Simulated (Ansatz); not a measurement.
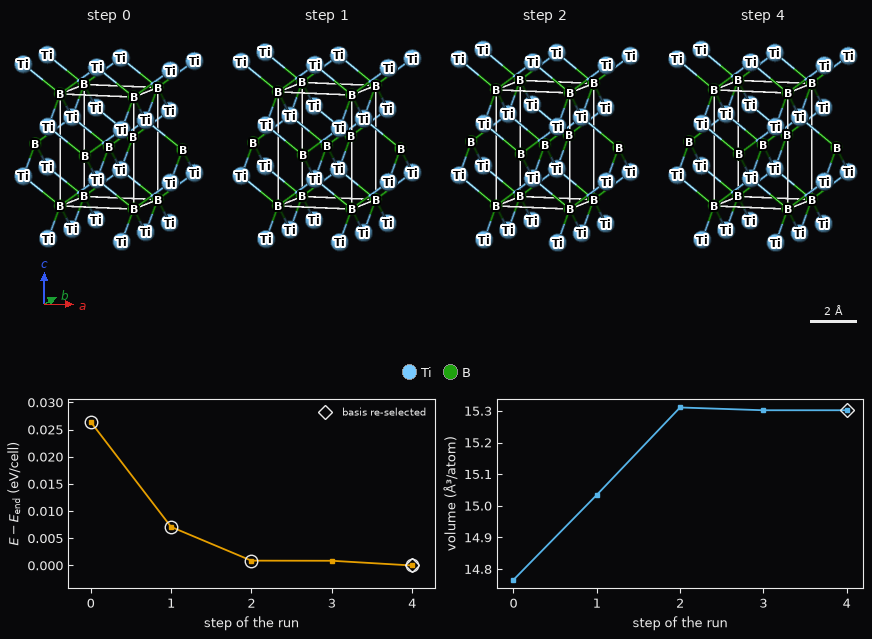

Frames of a relaxation of a crystal of TiB (set up in I-4m2), marked on the history of the run. Style: ball-and-stick. Shown: the cell of the calculation, slightly off an axis.

Case: biaxial strain in the a-b plane of -2.0 %; c and atoms relaxed.

All numbers below come from DFT r2SCAN, scalar-relativistic, plane waves, PAW (Ansatz 0.2.0).

The input:
```yaml
crystal:
  lattice:
    - [2.4271863134, 2.4271863134, 0.0]
    - [-2.4271863134, 2.4271863134, 0.0]
    - [0.0, 0.0, 5.0128827533]
  atoms:
    - { symbol: Ti, position: [0.5, 0.0, 0.25] }
    - { symbol: Ti, position: [0.0, 0.5, 0.75] }
    - { symbol: B, position: [0.0, 0.0, 0.0] }
    - { symbol: B, position: [0.5, 0.5, 0.5] }
basis:
  ecutwfc: 500
kpoints:
  mp_grid: { grid: [16, 16, 10] }
hamiltonian:
  xc: r2scan
scf:
  occupations: { method: gaussian, width: 0.1 }
output:
  forces: true
  stress: true
  eigenvalues: true
relax:
  adjacent_minimum: "off"
  f_tol: 0.008
  max_steps: 40
  cell: { stress_tol: 0.015, fix: [a, b, gamma] }
```

Launched with:
```bash
ansatz run input.yaml --threads 1 --pin off --max-ram 2560MiB --backend cpu --events-out ev --progress --plain --runs-dir out
```

What happens along the run?

Answer. After 3 accepted moves (4 points after the start) the energy has fallen by 26.4 meV per cell of the calculation. All forces vanish by symmetry, so only the cell relaxes. Pressure: 3.10 GPa at the start and −0.96 GPa at the end. The SCF was repeated once at an unchanged geometry on a basis and grid sized afresh for the cell, which shifted the energy by 0.9 meV per cell of the calculation at most. The atoms keep their places relative to the cell (all moves are under 0.005 Å). Cell: a = b unchanged at 3.433 Å, c 5.013 → 5.195 Å (+3.6 %). Volume +3.6 %. Some distances before and after: Ti1–B3 2.125 → 2.152 Å. The space group stays I-4m2 (No. 119). From step 0 to 1: volume +1.8 %, energy −19.3 meV per cell of the calculation. From step 1 to 2: volume +1.8 %, energy −6.2 meV per cell of the calculation. From step 2 to 4: energy −0.9 meV per cell of the calculation.
